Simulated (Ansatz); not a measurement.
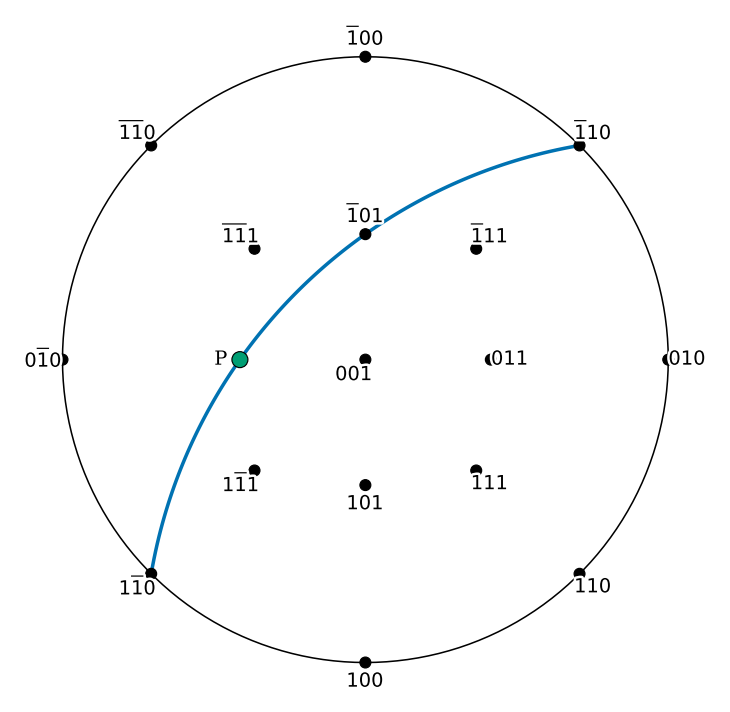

Stereographic projection of plane normals (upper hemisphere) centred on (0 0 1). Crystal: Li, the end point of a relaxation with Ansatz 0.2.0, DFT, BLYP, plane waves (420 eV) with PAW, scalar-relativistic; the starting structure was generated, so it need not be a known form of this composition. All values are computed from the atomic coordinates in the standard setting (tolerance 0.002 Å).

a = 6.073 Å, b = 6.073 Å, c = 6.073 Å, α = 90.00°, β = 90.00°, γ = 90.00°.

Q: Index the pole marked P.

A: P is (0 −1 1), 45.0° from the centre.

Q: Which zone does the coloured great circle trace?

A: The zone [1 1 1]: its poles satisfy h + k + l = 0.

Q: What is the angle between the normals of (1 −1 1) and (1 1 1), and what are their d_hkl = 1/|g|?

A: 70.5°; d = 3.506 Å and 3.506 Å.
